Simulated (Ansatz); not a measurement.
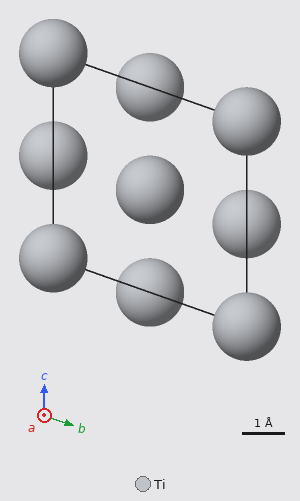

Starting frame of a dynamics run of a 4-atom cell of Ti (set up in Fm-3m). Style: spheres-only. Shown: the reduced simulation cell, along the a axis. Lengths and directions refer to the drawn axes.

Computed with DFT, LDA, all-electron LAPW, scalar-relativistic in Ansatz 0.2.0.

The input:
```yaml
crystal:
  lattice:
    - [0.0, 4.06, 4.06]
    - [4.06, 0.0, 4.06]
    - [2.03, 2.03, 0.0]
  atoms:
    - { symbol: Ti, position: [0.0, 0.0, 0.0] }
    - { symbol: Ti, position: [0.0, 0.5, 0.0] }
    - { symbol: Ti, position: [0.5, 0.0, 0.0] }
    - { symbol: Ti, position: [0.5, 0.5, 0.0] }
kpoints:
  mp_grid: { grid: [4, 4, 8] }
scf:
  occupations: { method: fermi_dirac, width: 0.08 }
hamiltonian:
  xc: lda
  pseudopotentials: { kind: all_electron, lapw: { basis_error: 0.001 } }
output:
  forces: true
  stress: true
md:
  timestep: 1.5
  n_steps: 15
  ensemble: nve
  temperature: 1200
  initial_velocities: maxwell_boltzmann
  seed: 571116
```

Launched with:
```bash
ansatz run input.yaml --threads 2 --pin off --max-ram 4096MiB --backend cpu --events-out ev --progress --plain --runs-dir out
```

Q: Predict how the run goes.

A: The mean temperature in the second half is 966 K (standard deviation 86 K). The potential energy is still drifting at the end, so the run hasn't reached equilibrium. The potential energy in the second half lies on average 22.8 meV per atom above the first frame. The mean pressure there is −3.3 GPa. Root-mean-square distances from the starting positions over the second half, with the common drift of all atoms taken out: Ti 0.12 Å. The run lasts only 22 fs, too short to tell vibration from diffusion. The total energy stays between 0 and 0.014 meV per atom of its start. A straight-line fit has a slope that amounts to +0.012 meV per atom over 22 fs (under 0.1 % of the mean kinetic energy), and the ripple about it is under 0.1 % of the kinetic energy's fluctuation. With a drift under 2 % and a ripple under 7 %, the integration is accurate.

Along the run:

| time (fs) | potential energy (meV/atom) | T (K) | p (GPa) |
| --- | --- | --- | --- |
| 0.0 | 0.0 | 1200 | -3.8 |
| 3.0 | 0.7 | 1193 | -3.8 |
| 6.0 | 2.8 | 1171 | -3.7 |
| 9.0 | 6.2 | 1136 | -3.7 |
| 12.0 | 10.9 | 1087 | -3.5 |
| 15.0 | 16.9 | 1026 | -3.4 |
| 18.0 | 24.0 | 953 | -3.2 |
| 21.0 | 32.0 | 871 | -3.1 |

The paths of the atoms, magnified 5 times:

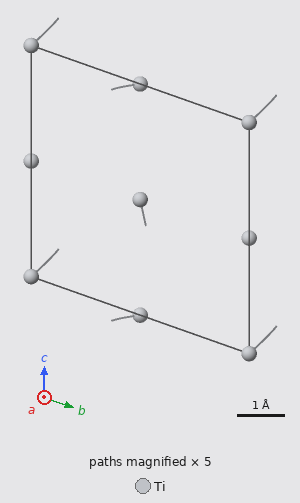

Cost: 8.9 min on 2 threads of AMD EPYC 7R43 64-Core Processor (Zen 3) (shared host), peak memory 0.62 GiB.
